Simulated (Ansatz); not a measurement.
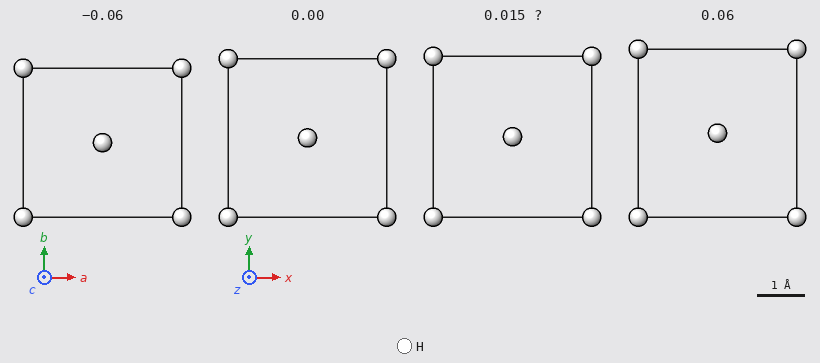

Solid H (I4/mmm): the cell is strained along y alone, with the atoms kept at their fractional coordinates. x, y and z are the Cartesian axes of the input. A ball-and-stick model of the conventional cell (2 times the calculation's cell), seen along the c axis. Lengths and directions refer to the drawn axes.

Level of theory: DFT LDA, scalar-relativistic, plane waves, PAW in Ansatz. Settings: plane-wave cutoff 420 eV; k-point mesh 10 × 10 × 10; occupations gaussian; smearing width 0.05 eV; no spin polarisation. Energies (free energies at the smearing named) are counted from the cell as listed in its source, which wasn't relaxed.

```csv
strain,energy change (meV/atom)
−0.0600,−3.10
−0.0450,−2.33
−0.0300,−1.56
−0.0150,−0.79
0.0000,0.00
0.0150,?
0.0300,1.56
0.0450,2.32
0.0525,2.70
0.0600,3.08
```

Fill in the missing row.

Answer. A straight line between the two neighbours gives 0.78 meV/atom. A cubic through the four nearest rows (−0.0150, 0.0000, 0.0300, 0.0450) gives, with Lagrange weights, (−0.1667)(−0.79) + (0.6667)(0.00) + (0.6667)(1.56) + (−0.1667)(2.32) = 0.79 meV/atom. The calculation gives 0.78 meV/atom, so the cubic is 0.01 meV/atom too high, while the straight line is right to the digits shown.

The whole profile:

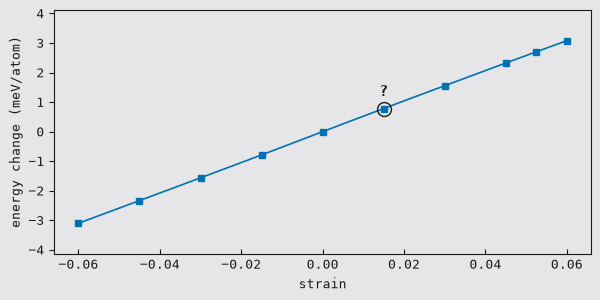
